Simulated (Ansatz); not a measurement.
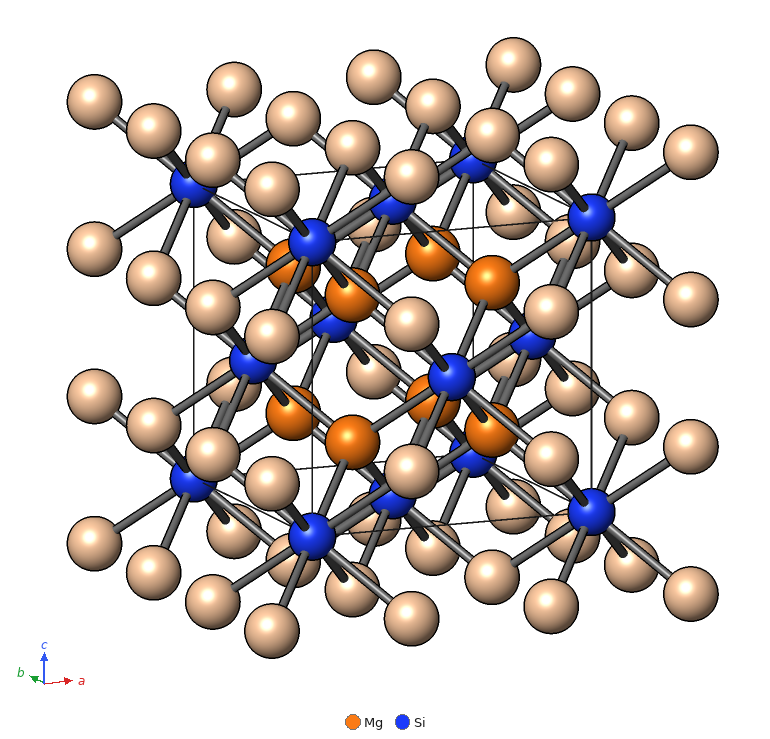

The crystal in a ball-and-stick representation, seen slightly off an axis. The frame is the drawn cell (a repeat of the simulation cell); atoms at its boundary are shown with their periodic copies. Outside the box, the atoms bonded to those within are drawn, in fainter colours.

Mg₂Si, a = 6.370 Å, b = 6.370 Å, c = 6.325 Å, α = 90.00°, β = 90.00°, γ = 90.00°. Strictly the space group is I4/mmm (No. 139, within 0.01 Å). It is a distorted form of a face-centred cubic structure, space group Fm-3m (No. 225) within 0.25 Å: antifluorite. It derives from a structure type filled with these elements by a generator (whether the compound takes this form wasn't checked). The cell was then strained or its atoms displaced on purpose. It was run through Ansatz as a DFT input.

This one geometry was computed with Ansatz (DFT, plane waves, PAW) at three levels of theory: r2SCAN, PBE and HSE06. It was relaxed with r2SCAN and then strained.

How does the band gap change with the level of theory?

PBE: a gap of 0.17 eV, indirect; r2SCAN: a gap of 0.41 eV, indirect; HSE06: a gap of 0.53 eV, indirect.

Collect the results in a table.

| level | cutoff (eV) | k-mesh of the run's cell | gap (eV) | pressure (GPa) |
| --- | --- | --- | --- | --- |
| r2SCAN | 500 | 8×8×8 | 0.41 | -0.5 |
| PBE | 420 | 8×8×8 | 0.17 | 0.3 |
| HSE06 | 420 | 6×6×6 | 0.53 | -0.5 |

Gaps are taken on the k-mesh or band path of each run.
